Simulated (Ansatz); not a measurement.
# SrTiO₃: geometry relaxation (part 1 of 3)

System: SrTiO₃ (10 atoms in the cell).
Method: DFT PBE, scalar-relativistic, plane waves, PAW, no spin polarisation (Ansatz 0.2.0).

The structure derives from an entry of the Crystallography Open Database. Figures and captions count atoms from 1; the log counts them from 0 in places.

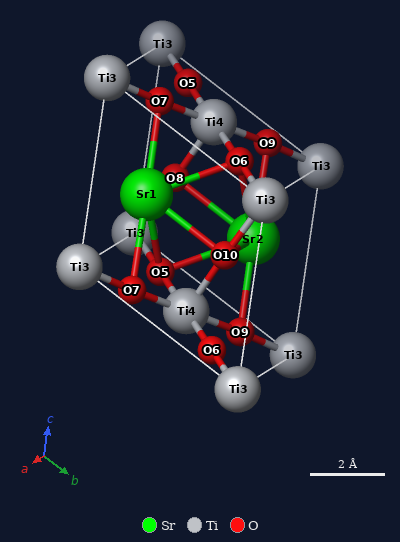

The input geometry (ball-and-stick view of the cell of the calculation, seen slightly off an axis; atoms are numbered from 1 in the order of the input).

Input:
```yaml
crystal:
  lattice:
    - [-2.7555, 2.7555, 3.898]
    - [2.7555, -2.7555, 3.898]
    - [2.7555, 2.7555, -3.898]
  atoms:
    - { symbol: Sr, position: [0.75, 0.25, 0.5] }
    - { symbol: Sr, position: [0.25, 0.75, 0.5] }
    - { symbol: Ti, position: [0.0, 0.0, 0.0] }
    - { symbol: Ti, position: [0.5, 0.5, 0.0] }
    - { symbol: O, position: [0.25, 0.25, 0.0] }
    - { symbol: O, position: [0.75, 0.75, 0.0] }
    - { symbol: O, position: [0.7451, 0.2451, 0.9902] }
    - { symbol: O, position: [0.2451, 0.2549, 0.5] }
    - { symbol: O, position: [0.2549, 0.7549, 0.0098] }
    - { symbol: O, position: [0.7549, 0.7451, 0.5] }
basis:
  ecutwfc: 420
kpoints:
  mp_grid: { grid: [8, 8, 8] }
hamiltonian:
  xc: pbe
scf:
  occupations: { method: gaussian, width: 0.02 }
output:
  forces: true
  stress: true
  eigenvalues: true
  write_density: true
  write_potential: true
  elf: true
  volumetric_format: npy
relax:
  adjacent_minimum: "off"
  f_tol: 0.005
  max_steps: 80
  cell: { stress_tol: 0.05 }
```

Hardware: 4 threads of Arm Neoverse V2, 240 GiB of memory available, shared host.

Command:
```bash
ansatz run input.yaml --threads 4 --pin off --max-ram 10240MiB --backend cpu --events-out ev --progress --plain --runs-dir out
```

The program's output:
```
Engine: ansatz 0.2.0, aarch64-unknown-linux-gnu
Pseudopotentials: kind: paw
Pseudopotential: Sr, paw, valence charge 10, recommended cutoff 420 eV (normal), Sr.paw.azcp
Pseudopotential: Ti, paw, valence charge 12, recommended cutoff 420 eV (normal), Ti.paw.azcp
Pseudopotential: O, paw, valence charge 6, recommended cutoff 420 eV (normal), O.paw.azcp
Functional definition: PBE
  parameter kappa = 0.804
  parameter beta = 0.06672455060314922
  exchange = pbe_x(kappa = kappa, mu = beta*pi^2/3)
  correlation = pbe_c(beta = beta)
Crystal: 10 atoms, lattice volume = 118.387 Å³
Basis set: ecut = 420 eV, 2277 PW (Γ), exchange–correlation on 80×80×80 points (8 copies of the dense FFT grid, shifted against one another)
Bands: 50, of which v1, the nominal top of the filled ones, is band 40 counted from 1 (39 counted from 0)
Symmetry: 16 space group operations
Space group: I4/mcm (ITA 140), of the structure as read, at distance tolerance 4.9e-5 Å
k-points: 59 of 512
Non-local potential: Sr, projectors of the file, l = 0: 3, l = 1: 2, l = 2: 2
Non-local potential: Ti, projectors of the file, l = 0: 3, l = 1: 2, l = 2: 3, l = 3: 1
Non-local potential: O, projectors of the file, l = 0: 2, l = 1: 2, l = 2: 1
PAW form: soft (Blöchl's): semilocal exchange-correlation on the pseudo side does not see the compensation charge
PAW one-centre angular grid: Sr, 110 points (default); XC on 64 Gauss nodes
PAW one-centre angular grid: Ti, 590 points (default); XC on 64 Gauss nodes
PAW one-centre angular grid: O, 110 points (default); XC on 64 Gauss nodes
Initial density: superposition of atomic densities (neutral atoms: chi_scale 0, normalization atom), corrected by the library's trained network
Initial wavefunctions: pseudopotential atomic-orbital guess
Functional: x = pbe(κ = 0.804, μ = 0.2195149727645171), c = pbe(β = 0.06672455060314922)
SCF iter   1: F=—  HF=-15508.914249 eV  |F-HF|=—  |Δ(HF+E_count)|=         —  Δρ=2.04e-3  dr2=2.83e-3  ethr=1.77e-3  ⟨swp⟩=7.9  Hψ=13509  notcnv=0  defer=15
preconditioner: auto → Resta (q_TF=auto, 2.556 Å⁻¹)  ε∞=5.7  [insulator: Δε(μ)=1.886 eV  Ē_g=12.214 eV  σ=0.020 eV  W_gap=1.00  n_scr=26 (ndim 8)  ℏωp=26.4 eV  f_vac=0.000  D(μ)=0.00/eV (n_scr^D=0)  ε∞_Penn≈5.7]
SCF iter   2: F=—  HF=-15508.916077 eV  |F-HF|=—  |Δ(HF+E_count)|=   1.83e-3  Δρ=9.40e-4  dr2=3.54e-4  ethr=3.53e-6  ⟨swp⟩=3.0  Hψ=6404  notcnv=0  defer=159
SCF iter   3: F=—  HF=-15508.916335 eV  |F-HF|=—  |Δ(HF+E_count)|=   2.58e-4  Δρ=1.82e-4  dr2=3.22e-5  ethr=4.43e-7  ⟨swp⟩=2.3  Hψ=3704  notcnv=0  defer=159
SCF iter   4: F=—  HF=-15508.916315 eV  |F-HF|=—  |Δ(HF+E_count)|=   2.02e-5  Δρ=4.43e-5  dr2=3.91e-6  ethr=4.02e-8  ⟨swp⟩=2.0  Hψ=3271  notcnv=0  defer=159
SCF iter   5: F=—  HF=-15508.916314 eV  |F-HF|=—  |Δ(HF+E_count)|=   6.54e-7  Δρ=1.35e-5  dr2=1.81e-7  ethr=4.88e-9  ⟨swp⟩=2.2  Hψ=4249  notcnv=0  defer=159
SCF iter   6: F=-15508.916314 eV  HF=-15508.916314 eV  |F-HF|=8.30e-9  |Δ(HF+E_count)|=   3.85e-8  Δρ=2.64e-6  dr2=1.32e-8  ethr=1.25e-10  ⟨swp⟩=16.4  Hψ=23224  notcnv=0
SCF 1 converged in 6 iterations: F = -15508.916314 eV  dr2 = 1.32e-8
  greatest PAW one-centre occupation: 0.999 electrons in one spin orbital (limit 2), on the Ti atom at site 3 (counted from 0), in its partial waves of l = 0
relax step   1: F+E_penalty+E_count = -15508.91631433 eV  Δ(F+E_penalty+E_count) = +0.000e0 eV  max|allowed force component| = 1.129e-2 eV/Å  Δτ_max = 0.0000 Å  P = +5.451 GPa  Ω = 118.387 Å³  (6 SCF iters, dr2 threshold 1.00e-7 eV, accepted)
Crystal: 10 atoms, lattice volume = 121.591 Å³
Basis set: ecut = 420 eV, 2421 PW (Γ), exchange–correlation on 80×80×80 points (8 copies of the dense FFT grid, shifted against one another)
Initial density: handed on by an earlier stage of this run
Initial wavefunctions: those handed on with the density
iter 1 solved again at ethr=1.34e-5 eV; its pass at ethr=3.10e-3 eV (dr2=1.07e-2 eV) is discarded
SCF iter   1: F=—  HF=-15508.963982 eV  |F-HF|=—  |Δ(HF+E_count)|=         —  Δρ=3.53e-3  dr2=1.14e-2  ethr=1.34e-5  ⟨swp⟩=2.2  Hψ=15460  notcnv=0  defer=1
preconditioner: auto → Resta (q_TF=auto, 2.544 Å⁻¹)  ε∞=5.7  [insulator: Δε(μ)=1.820 eV  Ē_g=12.038 eV  σ=0.020 eV  W_gap=1.00  n_scr=26 (ndim 8)  ℏωp=26.1 eV  f_vac=0.001  D(μ)=0.00/eV (n_scr^D=0)  ε∞_Penn≈5.7]
SCF iter   2: F=—  HF=-15508.961858 eV  |F-HF|=—  |Δ(HF+E_count)|=   2.12e-3  Δρ=1.12e-3  dr2=1.23e-3  ethr=1.34e-5  ⟨swp⟩=2.0  Hψ=4652  notcnv=0  defer=2
SCF iter   3: F=—  HF=-15508.961832 eV  |F-HF|=—  |Δ(HF+E_count)|=   2.51e-5  Δρ=3.65e-4  dr2=1.28e-4  ethr=1.54e-6  ⟨swp⟩=2.7  Hψ=4756  notcnv=0  defer=2
SCF iter   4: F=—  HF=-15508.961870 eV  |F-HF|=—  |Δ(HF+E_count)|=   3.79e-5  Δρ=5.83e-5  dr2=2.50e-6  ethr=1.60e-7  ⟨swp⟩=2.1  Hψ=4316  notcnv=0  defer=2
iter 5 did not close the SCF: its close was put off for the readings that it lacked (scf_convergence_deferred on its scf_iter line)
SCF iter   5: F=-15508.961874 eV  HF=-15508.961874 eV  |F-HF|=1.29e-7  |Δ(HF+E_count)|=   4.04e-6  Δρ=1.03e-5  dr2=1.39e-7  ethr=3.12e-9  ⟨swp⟩=2.0  Hψ=4454  notcnv=0  defer=2
SCF iter   6: F=-15508.961875 eV  HF=-15508.961875 eV  |F-HF|=8.75e-9  |Δ(HF+E_count)|=   1.78e-7  Δρ=2.96e-6  dr2=1.43e-8  ethr=1.73e-10  ⟨swp⟩=10.0  Hψ=22453  notcnv=0
SCF 2 converged in 6 iterations: F = -15508.961875 eV  dr2 = 1.43e-8
relax step   2: F+E_penalty+E_count = -15508.96187454 eV  Δ(F+E_penalty+E_count) = -4.556e-2 eV  max|allowed force component| = 8.400e-3 eV/Å  Δτ_max = 0.0007 Å  P = +0.367 GPa  Ω = 121.591 Å³  energy of the carried Pulay correction = -1.155e-2 eV  (6 SCF iters, dr2 threshold 1.00e-6 eV, accepted)
Crystal: 10 atoms, lattice volume = 121.829 Å³
iter 1 solved again at ethr=1.01e-7 eV; its pass at ethr=3.10e-3 eV (dr2=8.11e-5 eV) is discarded
SCF iter   1: F=—  HF=-15508.961453 eV  |F-HF|=—  |Δ(HF+E_count)|=         —  Δρ=2.97e-4  dr2=7.25e-5  ethr=1.01e-7  ⟨swp⟩=2.1  Hψ=12629  notcnv=0
preconditioner: auto → Resta (q_TF=auto, 2.544 Å⁻¹)  ε∞=5.7  [insulator: Δε(μ)=1.846 eV  Ē_g=12.039 eV  σ=0.020 eV  W_gap=1.00  n_scr=26 (ndim 8)  ℏωp=26.1 eV  f_vac=0.000  D(μ)=0.00/eV (n_scr^D=0)  ε∞_Penn≈5.7]
SCF iter   2: F=—  HF=-15508.961429 eV  |F-HF|=—  |Δ(HF+E_count)|=   2.35e-5  Δρ=1.22e-4  dr2=1.18e-5  ethr=9.06e-8  ⟨swp⟩=2.0  Hψ=3985  notcnv=0
SCF iter   3: F=—  HF=-15508.961430 eV  |F-HF|=—  |Δ(HF+E_count)|=   1.12e-6  Δρ=3.99e-5  dr2=1.47e-6  ethr=1.47e-8  ⟨swp⟩=1.7  Hψ=3057  notcnv=0
iter 4 did not close the SCF: its close was put off for the readings that it lacked (scf_convergence_deferred on its scf_iter line)
SCF iter   4: F=-15508.961431 eV  HF=-15508.961431 eV  |F-HF|=2.27e-8  |Δ(HF+E_count)|=   5.29e-7  Δρ=5.32e-6  dr2=2.06e-8  ethr=1.84e-9  ⟨swp⟩=2.1  Hψ=4048  notcnv=0
iter 5 did not close the SCF: its close was put off for the readings that it lacked (scf_convergence_deferred on its scf_iter line)
SCF iter   5: F=-15508.961431 eV  HF=-15508.961431 eV  |F-HF|=8.73e-10  |Δ(HF+E_count)|=   2.40e-8  Δρ=1.08e-6  dr2=1.43e-9  ethr=2.58e-11  ⟨swp⟩=2.0  Hψ=4707  notcnv=0
SCF iter   6: F=-15508.961431 eV  HF=-15508.961431 eV  |F-HF|=6.18e-11  |Δ(HF+E_count)|=   1.43e-9  Δρ=2.80e-7  dr2=1.09e-10  ethr=1.78e-12  ⟨swp⟩=7.5  Hψ=18601  notcnv=0
SCF 3 converged in 6 iterations: F = -15508.961431 eV  dr2 = 1.09e-10
relax step   3: F+E_penalty+E_count = -15508.96143091 eV  Δ(F+E_penalty+E_count) = +4.436e-4 eV  max|allowed force component| = 8.633e-3 eV/Å  Δτ_max = 0.0025 Å  P = +0.013 GPa  Ω = 121.829 Å³  energy of the carried Pulay correction = -1.240e-2 eV  (6 SCF iters, dr2 threshold 3.41e-7 eV, accepted)
Crystal: 10 atoms, lattice volume = 121.897 Å³
iter 1 solved again at ethr=1.24e-7 eV; its pass at ethr=3.10e-3 eV (dr2=9.95e-5 eV) is discarded
SCF iter   1: F=—  HF=-15508.961498 eV  |F-HF|=—  |Δ(HF+E_count)|=         —  Δρ=4.11e-4  dr2=1.03e-4  ethr=1.24e-7  ⟨swp⟩=2.8  Hψ=11456  notcnv=0
preconditioner: auto → Resta (q_TF=auto, 2.543 Å⁻¹)  ε∞=5.7  [insulator: Δε(μ)=1.849 eV  Ē_g=12.035 eV  σ=0.020 eV  W_gap=1.00  n_scr=26 (ndim 8)  ℏωp=26.1 eV  f_vac=0.000  D(μ)=0.00/eV (n_scr^D=0)  ε∞_Penn≈5.7]
SCF iter   2: F=—  HF=-15508.961511 eV  |F-HF|=—  |Δ(HF+E_count)|=   1.38e-5  Δρ=2.40e-4  dr2=3.98e-5  ethr=1.24e-7  ⟨swp⟩=1.0  Hψ=2950  notcnv=0
SCF iter   3: F=—  HF=-15508.961507 eV  |F-HF|=—  |Δ(HF+E_count)|=   4.24e-6  Δρ=2.88e-5  dr2=8.75e-7  ethr=4.98e-8  ⟨swp⟩=1.3  Hψ=2972  notcnv=0
SCF iter   4: F=—  HF=-15508.961502 eV  |F-HF|=—  |Δ(HF+E_count)|=   4.72e-6  Δρ=8.95e-6  dr2=4.67e-8  ethr=1.09e-9  ⟨swp⟩=2.1  Hψ=4697  notcnv=0
iter 5 did not close the SCF: its close was put off for the readings that it lacked (scf_convergence_deferred on its scf_iter line)
SCF iter   5: F=-15508.961502 eV  HF=-15508.961502 eV  |F-HF|=3.69e-9  |Δ(HF+E_count)|=   5.87e-8  Δρ=1.98e-6  dr2=2.91e-9  ethr=5.84e-11  ⟨swp⟩=2.0  Hψ=4720  notcnv=0
SCF iter   6: F=-15508.961502 eV  HF=-15508.961502 eV  |F-HF|=6.55e-11  |Δ(HF+E_count)|=   4.25e-9  Δρ=2.99e-7  dr2=1.04e-10  ethr=3.63e-12  ⟨swp⟩=8.0  Hψ=19473  notcnv=0
SCF 4 converged in 6 iterations: F = -15508.961502 eV  dr2 = 1.04e-10
relax step   4: F+E_penalty+E_count = -15508.96150247 eV  Δ(F+E_penalty+E_count) = -7.157e-5 eV  max|allowed force component| = 9.648e-3 eV/Å  Δτ_max = 0.0063 Å  P = -0.092 GPa  Ω = 121.897 Å³  energy of the carried Pulay correction = -1.264e-2 eV  (6 SCF iters, dr2 threshold 4.66e-9 eV, accepted)
Crystal: 10 atoms, lattice volume = 123.228 Å³
iter 1 solved again at ethr=1.30e-4 eV; its pass at ethr=3.10e-3 eV (dr2=1.04e-1 eV) is discarded
SCF iter   1: F=—  HF=-15508.926873 eV  |F-HF|=—  |Δ(HF+E_count)|=         —  Δρ=1.25e-2  dr2=1.06e-1  ethr=1.30e-4  ⟨swp⟩=3.3  Hψ=14075  notcnv=0  defer=4
preconditioner: auto → Resta (q_TF=auto, 2.539 Å⁻¹)  ε∞=5.8  [insulator: Δε(μ)=1.970 eV  Ē_g=11.884 eV  σ=0.020 eV  W_gap=1.00  n_scr=26 (ndim 8)  ℏωp=25.9 eV  f_vac=0.001  D(μ)=0.00/eV (n_scr^D=0)  ε∞_Penn≈5.8]
SCF iter   2: F=—  HF=-15508.931956 eV  |F-HF|=—  |Δ(HF+E_count)|=   5.08e-3  Δρ=7.12e-3  dr2=4.08e-2  ethr=1.30e-4  ⟨swp⟩=2.2  Hψ=3554  notcnv=0  defer=3
SCF iter   3: F=—  HF=-15508.938329 eV  |F-HF|=—  |Δ(HF+E_count)|=   6.37e-3  Δρ=1.17e-3  dr2=1.57e-3  ethr=5.09e-5  ⟨swp⟩=3.2  Hψ=5106  notcnv=0  defer=4
SCF iter   4: F=—  HF=-15508.938604 eV  |F-HF|=—  |Δ(HF+E_count)|=   2.76e-4  Δρ=3.08e-4  dr2=6.74e-5  ethr=1.96e-6  ⟨swp⟩=2.2  Hψ=4557  notcnv=0  defer=4
SCF iter   5: F=—  HF=-15508.938659 eV  |F-HF|=—  |Δ(HF+E_count)|=   5.47e-5  Δρ=5.80e-5  dr2=3.66e-6  ethr=8.42e-8  ⟨swp⟩=2.1  Hψ=4746  notcnv=0  defer=4
SCF iter   6: F=—  HF=-15508.938663 eV  |F-HF|=—  |Δ(HF+E_count)|=   3.90e-6  Δρ=1.45e-5  dr2=2.50e-7  ethr=4.58e-9  ⟨swp⟩=2.0  Hψ=4872  notcnv=0  defer=5
SCF iter   7: F=—  HF=-15508.938663 eV  |F-HF|=—  |Δ(HF+E_count)|=   1.30e-7  Δρ=5.74e-6  dr2=4.44e-8  ethr=2.72e-11  ⟨swp⟩=14.0  Hψ=22782  notcnv=0
SCF iter   8: F=-15508.938663 eV  HF=-15508.938663 eV  |F-HF|=6.42e-10  |Δ(HF+E_count)|=   5.14e-9  Δρ=1.73e-6  dr2=3.37e-9  ethr=2.72e-11  ⟨swp⟩=8.9  Hψ=17889  notcnv=0
SCF 5 converged in 8 iterations: F = -15508.938663 eV  dr2 = 3.37e-9
  greatest PAW one-centre occupation: 0.999 electrons in one spin orbital (limit 2), on the Ti atom at site 2 (counted from 0), in its partial waves of l = 0
relax step   5: F+E_penalty+E_count = -15508.93866316 eV  Δ(F+E_penalty+E_count) = +2.284e-2 eV  max|allowed force component| = 6.934e-2 eV/Å  Δτ_max = 0.1952 Å  P = -2.482 GPa  Ω = 123.228 Å³  energy of the carried Pulay correction = -1.734e-2 eV  (8 SCF iters, dr2 threshold 2.18e-8 eV, rejected (line search))
Crystal: 10 atoms, lattice volume = 121.703 Å³
iter 1 solved again at ethr=3.59e-5 eV; its pass at ethr=3.10e-3 eV (dr2=2.87e-2 eV) is discarded
SCF iter   1: F=—  HF=-15508.967529 eV  |F-HF|=—  |Δ(HF+E_count)|=         —  Δρ=6.41e-3  dr2=2.90e-2  ethr=3.59e-5  ⟨swp⟩=3.7  Hψ=13419  notcnv=0  defer=2
preconditioner: auto → Resta (q_TF=auto, 2.544 Å⁻¹)  ε∞=5.7  [insulator: Δε(μ)=1.909 eV  Ē_g=11.986 eV  σ=0.020 eV  W_gap=1.00  n_scr=26 (ndim 8)  ℏωp=26.1 eV  f_vac=0.000  D(μ)=0.00/eV (n_scr^D=0)  ε∞_Penn≈5.7]
SCF iter   2: F=—  HF=-15508.968024 eV  |F-HF|=—  |Δ(HF+E_count)|=   4.95e-4  Δρ=3.65e-3  dr2=1.05e-2  ethr=3.59e-5  ⟨swp⟩=2.2  Hψ=3558  notcnv=0  defer=2
SCF iter   3: F=—  HF=-15508.969118 eV  |F-HF|=—  |Δ(HF+E_count)|=   1.09e-3  Δρ=6.69e-4  dr2=6.07e-4  ethr=1.31e-5  ⟨swp⟩=2.3  Hψ=3797  notcnv=0  defer=2
SCF iter   4: F=—  HF=-15508.969150 eV  |F-HF|=—  |Δ(HF+E_count)|=   3.16e-5  Δρ=1.88e-4  dr2=3.38e-5  ethr=7.59e-7  ⟨swp⟩=2.5  Hψ=4684  notcnv=0  defer=2
SCF iter   5: F=—  HF=-15508.969158 eV  |F-HF|=—  |Δ(HF+E_count)|=   8.03e-6  Δρ=4.29e-5  dr2=2.67e-6  ethr=4.22e-8  ⟨swp⟩=2.0  Hψ=4681  notcnv=0  defer=2
SCF iter   6: F=—  HF=-15508.969161 eV  |F-HF|=—  |Δ(HF+E_count)|=   3.34e-6  Δρ=1.38e-5  dr2=2.91e-7  ethr=3.33e-9  ⟨swp⟩=2.0  Hψ=4743  notcnv=0  defer=2
SCF iter   7: F=—  HF=-15508.969161 eV  |F-HF|=—  |Δ(HF+E_count)|=   7.71e-8  Δρ=5.43e-6  dr2=3.05e-8  ethr=3.64e-10  ⟨swp⟩=2.1  Hψ=4628  notcnv=0  defer=2
SCF iter   8: F=—  HF=-15508.969161 eV  |F-HF|=—  |Δ(HF+E_count)|=   4.03e-9  Δρ=1.17e-6  dr2=1.82e-9  ethr=3.81e-11  ⟨swp⟩=2.0  Hψ=4719  notcnv=0  defer=2
SCF iter   9: F=-15508.969161 eV  HF=-15508.969161 eV  |F-HF|=9.09e-12  |Δ(HF+E_count)|=  6.98e-10  Δρ=2.03e-7  dr2=4.56e-11  ethr=1.00e-12  ⟨swp⟩=7.1  Hψ=18107  notcnv=0
SCF 6 converged in 9 iterations: F = -15508.969161 eV  dr2 = 4.56e-11
relax step   6: F+E_penalty+E_count = -15508.96916149 eV  Δ(F+E_penalty+E_count) = -7.659e-3 eV  max|allowed force component| = 7.862e-3 eV/Å  Δτ_max = 0.0976 Å  P = +0.003 GPa  Ω = 121.703 Å³  energy of the carried Pulay correction = -1.195e-2 eV  (9 SCF iters, accepted)
Crystal: 10 atoms, lattice volume = 121.541 Å³
iter 1 solved again at ethr=3.25e-5 eV; its pass at ethr=3.10e-3 eV (dr2=2.60e-2 eV) is discarded
```
